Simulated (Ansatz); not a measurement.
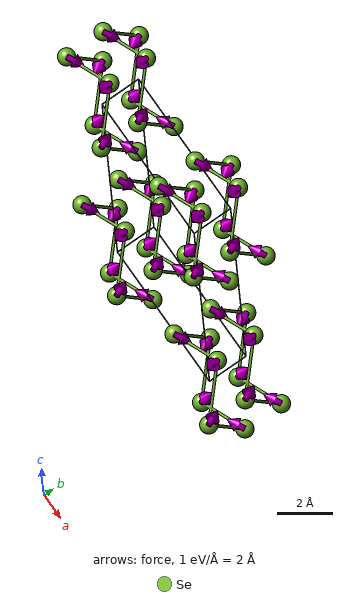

Starting geometry of a crystal of Se (set up in R-3) with the computed forces as purple arrows. The picture is a ball-and-stick view of the cell of the calculation, seen slightly off an axis.

Case: relaxed again at another level of theory.

Computed with DFT r2SCAN, scalar-relativistic, plane waves, PAW (Ansatz). (plane-wave cutoff 500 eV; k-point mesh 6 × 6 × 6; occupations gaussian; smearing width 0.02 eV; no spin polarisation; cell and atoms relaxed; force threshold 0.02 eV/Å; at most 50 steps)

### Is this structure relaxed? If not, where do the atoms go?

It isn't relaxed: the largest force vector, on Se atoms, is 0.39 eV/Å. The atoms end up moving mostly along the starting forces (cosine between the two patterns 0.98). The largest moves relative to the cell, 0.16 Å, are those of Se atoms. The drawn cell changes as follows: a = b = c 6.445 → 6.752 Å (+4.8 %), α 114.9° → 114.6°, β 114.9° → 114.6°, γ 114.9° → 114.6°; the volume changes by +18.2 %. Near-neighbour distances that change, for instance: Se–Se 3.236 → 3.607 Å, Se–Se 3.079 → 3.441 Å, Se–Se 2.428 → 2.366 Å. The space group stays R-3 (No. 148). The energy falls by 41.3 meV per atom in 6 accepted moves (8 points after the start). The largest force component goes from 0.3 to 0.00079 eV/Å. Pressure: 0.95 GPa at the start and 0.01 GPa at the end. The line search rejected the trial step at point 2 of the run. The SCF was repeated once at an unchanged geometry on a basis and grid sized afresh for the cell, which shifted the energy by 0.3 meV per atom at most. The run took 3.4 min on 2 threads of Arm Neoverse V1 (shared host), peak memory 1.2 GiB.
